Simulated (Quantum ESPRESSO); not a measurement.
**BAs (F-43m): phonon frequency against volume, with a fit**

Wanted: a fit of frequency against volume for BAs (F-43m), tested on a run that is left out of it.

Calculated with Quantum ESPRESSO 7.5; DFT PBE, scalar-relativistic, plane waves, PseudoDojo norm-conserving pseudopotentials.

### Step 1. The relaxed structure

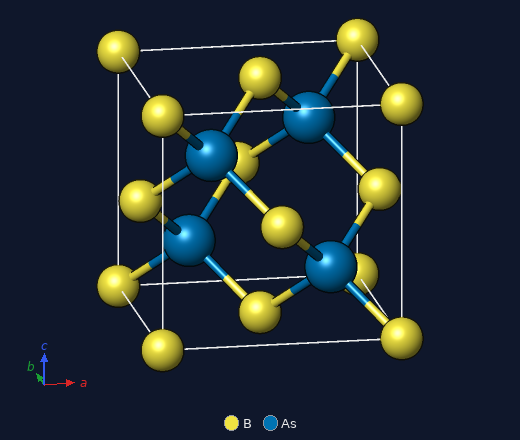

The starting structure, seen slightly off an axis (boron yellow, arsenic blue). This picture shows the conventional cell, with its axes. Bonds to atoms that aren't drawn are left out. Some periodic images of atoms are drawn too.

Coordinates:

```
CELL_PARAMETERS angstrom
-2.40448 0.00000 2.40448
0.00000 2.40448 2.40448
-2.40448 2.40448 0.00000
ATOMIC_POSITIONS crystal
B 0.00000 0.00000 0.00000
As 0.25000 0.25000 0.25000
```

This is the cell after its relaxation at this level of theory, not the database cell from which that began.

### Step 2. Runs at several volumes

The relaxed cell is scaled uniformly; in this structure symmetry fixes all atoms, so nothing has to be relaxed anew. Each volume gets a ground state and a response at Γ. The mode followed is the highest one without the macroscopic field, of symmetry T2; longitudinal polar modes lie higher. Cutoff 92 Ry, k mesh 12×12×12.

From the response at V/V₀ = 0.94:

The log of the run:

```text
[banners, grids, parts of the stress and lines that vanish by symmetry left out]
Program PHONON v.7.5
     Reading xml data from directory:

[...]
Exchange-correlation= PBE
                           (   1   4   3   4   0   0   0)
[...]
kinetic-energy cut-off    =      92.0000  Ry
     charge density cut-off    =     368.0000  Ry
     convergence threshold     =      1.0E-18
[...]
Exchange-correlation= PBE
                           (   1   4   3   4   0   0   0)
[...]
q = (   0.0000000   0.0000000   0.0000000 )
     25 Sym.Ops. (with q -> -q+G )
     G cutoff =  738.7099  (  20875 G-vectors)     FFT grid: ( 40, 40, 40)
     number of k points=    72
[...]
Mode symmetry, T_d (-43m)  point group:
[...]
Dielectric constant
[...]
End of electric fields calculation
          Dielectric constant in cartesian axis
          (       9.579914361      -0.000000000       0.000000000 )
          (      -0.000000000       9.579914361      -0.000000000 )
          (       0.000000000      -0.000000000       9.579914361 )
          Effective charges (d Force / dE) in cartesian axis without acoustic sum rule applied (asr)
           atom    1  B     Mean Z*:       -0.63141
      Ex  (       -0.63141        0.00000       -0.00000 )
      Ey  (        0.00000       -0.63141       -0.00000 )
      Ez  (       -0.00000       -0.00000       -0.63141 )
           atom    2  As    Mean Z*:        0.62670
      Ex  (        0.62670        0.00000       -0.00000 )
      Ey  (        0.00000        0.62670       -0.00000 )
      Ez  (       -0.00000       -0.00000        0.62670 )
          Effective charges Sum: Mean:       -0.00471
[...]
Effective charges (d Force / dE) in cartesian axis with asr applied:
           atom    1  B     Mean Z*:       -0.62905
[...]
atom    2  As    Mean Z*:        0.62905
[...]
Representation #   1 modes #   1   2   3
[...]
End of self-consistent calculation
     Convergence has been achieved
     Representation #   2 modes #   4   5   6
[...]
End of self-consistent calculation
     Convergence has been achieved
[...]
Dielectric constant in cartesian axis
          (       9.579914361      -0.000000000       0.000000000 )
          (      -0.000000000       9.579914361      -0.000000000 )
          (       0.000000000      -0.000000000       9.579914361 )
          Effective charges (d Force / dE) in cartesian axis without acoustic sum rule applied (asr)
           atom    1  B     Mean Z*:       -0.63141
      Ex  (       -0.63141        0.00000       -0.00000 )
      Ey  (        0.00000       -0.63141       -0.00000 )
      Ez  (       -0.00000       -0.00000       -0.63141 )
           atom    2  As    Mean Z*:        0.62670
      Ex  (        0.62670        0.00000       -0.00000 )
      Ey  (        0.00000        0.62670       -0.00000 )
      Ez  (       -0.00000       -0.00000        0.62670 )
          Effective charges Sum: Mean:       -0.00471
[...]
Effective charges (d Force / dE) in cartesian axis with asr applied:
           atom    1  B     Mean Z*:       -0.62905
[...]
atom    2  As    Mean Z*:        0.62905
[...]
q = (    0.000000000   0.000000000   0.000000000 )
[...]
freq (    1) =       0.137644 [THz] =       4.591318 [cm-1]
     freq (    2) =       0.137644 [THz] =       4.591318 [cm-1]
     freq (    3) =       0.137644 [THz] =       4.591318 [cm-1]
     freq (    4) =      21.617929 [THz] =     721.096483 [cm-1]
     freq (    5) =      21.617929 [THz] =     721.096483 [cm-1]
     freq (    6) =      21.617929 [THz] =     721.096483 [cm-1]
[...]
Mode symmetry, T_d (-43m)  point group:
     freq (   1-   3) =          4.6  [cm-1]   --> T_2  G_15 P_4   I+R
     freq (   4-   6) =        721.1  [cm-1]   --> T_2  G_15 P_4   I+R

   JOB DONE.
```

One volume, V/V₀ = 1.03, is held back as a test.

| V/V₀ | volume (Å³/atom) | pressure (GPa) | ω (cm⁻¹) |
| --- | --- | --- | --- |
| 0.94 | 13.067 | 9.22 | 721.10 |
| 0.97 | 13.485 | 4.26 | 698.94 |
| 1 | 13.902 | 0.00 | 678.00 |
| 1.03 | 14.319 | -3.65 | held back |
| 1.06 | 14.736 | -6.78 | 639.36 |

### Step 3. The fit

The mode Grüneisen parameter is γ = −d ln ω / d ln V.

| ln(V/V₀) | ln ω |
| --- | --- |
| -0.0619 | 6.5808 |
| -0.0305 | 6.5496 |
| 0.0000 | 6.5191 |
| 0.0583 | 6.4605 |

A straight line through these points has the slope -1.002, so γ = 1.00; at V/V₀ = 1.03 it predicts ω = exp(6.5190 − 0.0296) = 658.09 cm⁻¹.

A parabola of pressure against ln V through V/V₀ = 0.97, 1 and 1.03 gives the bulk modulus B = −dP/d ln V = 132 GPa at V₀. With ω₀ from the fitted line the pressure coefficient follows as dω/dP = γ ω₀ / B = 1.00 × 677.9 / 132 = 5.16 cm⁻¹/GPa.

### Step 4. The run that was held back

The log of the run:

```text
[banners, grids, parts of the stress and lines that vanish by symmetry left out]
[banner, memory and clock lines left out]
Program PHONON v.7.5

[...]
Exchange-correlation= PBE
                           (   1   4   3   4   0   0   0)
[...]
kinetic-energy cut-off    =      92.0000  Ry
     charge density cut-off    =     368.0000  Ry
     convergence threshold     =      1.0E-18
[...]
Exchange-correlation= PBE
                           (   1   4   3   4   0   0   0)
[...]
q = (   0.0000000   0.0000000   0.0000000 )
     25 Sym.Ops. (with q -> -q+G )
     G cutoff =  785.1395  (  23049 G-vectors)     FFT grid: ( 40, 40, 40)
     number of k points=    72
[...]
Mode symmetry, T_d (-43m)  point group:
[...]
Dielectric constant
[...]
End of electric fields calculation
          Dielectric constant in cartesian axis
          (       9.973992919       0.000000000      -0.000000000 )
          (       0.000000000       9.973992919       0.000000000 )
          (      -0.000000000       0.000000000       9.973992919 )
          Effective charges (d Force / dE) in cartesian axis without acoustic sum rule applied (asr)
           atom    1  B     Mean Z*:       -0.36490
      Ex  (       -0.36490       -0.00000       -0.00000 )
      Ey  (       -0.00000       -0.36490        0.00000 )
      Ez  (       -0.00000        0.00000       -0.36490 )
           atom    2  As    Mean Z*:        0.35906
      Ex  (        0.35906       -0.00000        0.00000 )
      Ey  (       -0.00000        0.35906       -0.00000 )
      Ez  (        0.00000       -0.00000        0.35906 )
[...]
Representation #   1 modes #   1   2   3
[...]
End of self-consistent calculation
     Convergence has been achieved
     Representation #   2 modes #   4   5   6
[...]
End of self-consistent calculation
     Convergence has been achieved
[...]
Dielectric constant in cartesian axis
          (       9.973992919       0.000000000      -0.000000000 )
          (       0.000000000       9.973992919       0.000000000 )
          (      -0.000000000       0.000000000       9.973992919 )
          Effective charges (d Force / dE) in cartesian axis without acoustic sum rule applied (asr)
           atom    1  B     Mean Z*:       -0.36490
      Ex  (       -0.36490       -0.00000       -0.00000 )
      Ey  (       -0.00000       -0.36490        0.00000 )
      Ez  (       -0.00000        0.00000       -0.36490 )
           atom    2  As    Mean Z*:        0.35906
      Ex  (        0.35906       -0.00000        0.00000 )
      Ey  (       -0.00000        0.35906       -0.00000 )
      Ez  (        0.00000       -0.00000        0.35906 )
          Effective charges Sum: Mean:       -0.00584
[...]
Effective charges (d Force / dE) in cartesian axis with asr applied:
           atom    1  B     Mean Z*:       -0.36198
[...]
atom    2  As    Mean Z*:        0.36198
[...]
q = (    0.000000000   0.000000000   0.000000000 )
[...]
freq (    1) =      -0.074734 [THz] =      -2.492862 [cm-1]
     freq (    2) =      -0.074734 [THz] =      -2.492862 [cm-1]
     freq (    3) =      -0.074734 [THz] =      -2.492862 [cm-1]
     freq (    4) =      19.731439 [THz] =     658.169951 [cm-1]
     freq (    5) =      19.731439 [THz] =     658.169951 [cm-1]
     freq (    6) =      19.731439 [THz] =     658.169951 [cm-1]
[...]
Mode symmetry, T_d (-43m)  point group:
     freq (   1-   3) =         -2.5  [cm-1]   --> T_2  G_15 P_4   I+R
     freq (   4-   6) =        658.2  [cm-1]   --> T_2  G_15 P_4   I+R
```

It gives 658.17 cm⁻¹ against the predicted 658.09 cm⁻¹, a miss of 0.08 cm⁻¹.

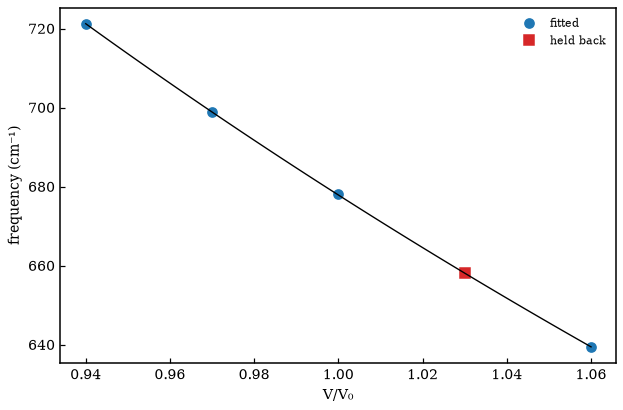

Frequency against volume, with the power-law fit.

### Step 5. Summary of results

| Quantity | Value |
| --- | --- |
| mode Grüneisen parameter | 1.002 |
| bulk modulus | 132 GPa |
| pressure coefficient | 5.16 cm⁻¹/GPa |

The highest optical mode of BAs (F-43m) without the LO-TO term stiffens by 5.16 cm⁻¹ a GPa near the relaxed volume, with γ = 1.00. The power law meets all 5 runs within 0.02 %; between neighbouring volumes γ runs from 0.99 to 1.01. Such a coefficient turns a measured shift of this mode into a hydrostatic stress; uniaxial or biaxial stress splits the mode and needs deformation potentials. These are harmonic values at zero temperature for the structure held cubic, which a run at Γ can't show to be stable; the bulk modulus rests on three points.

[Host names and launcher messages were left out of these logs when they were recorded.]

[Logs are printed without paths, hosts, clocks, repeated set-up lines and the standing remarks that a program may print on its own settings, such as how far it seeks lower states.]

[Hosts, paths, dates, database ids (printed as entryN), source tags and the programs' standing remarks are cut or masked in the printed files.]
